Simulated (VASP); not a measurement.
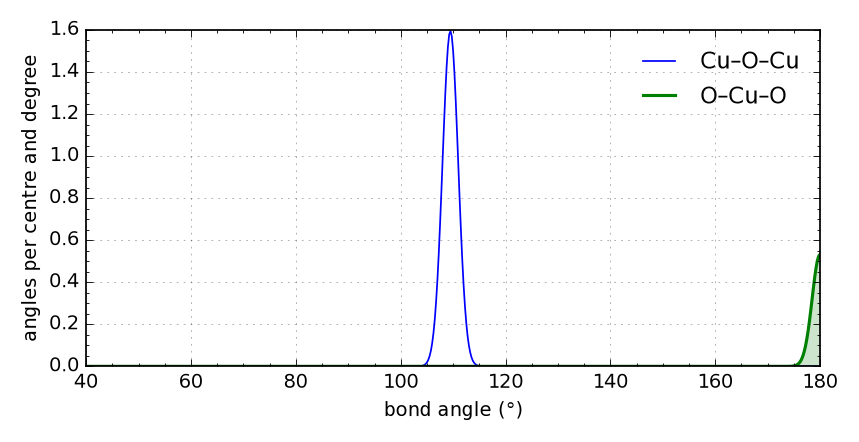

Bond-angle distributions computed from the structure of Cu₂O; each angle is a Gaussian of σ = 1.5°. Bonds counted: Cu–O up to 2.36 Å. It is based on an entry of the Crystallography Open Database, as set up for an electronic-structure calculation.

Q: Give the groups of angles for each curve.

A: Cu–O–Cu: 109° (6 per centre)
O–Cu–O: 180° (1 per centre)

Q: What coordination geometry do the angles point to, counting the bonds named above alone?

A: O has 4 Cu neighbours in a tetrahedral arrangement; Cu has 2 O neighbours in a linear arrangement.

The structure has space group Pn-3m (No. 224); other forms of this composition would give other results.
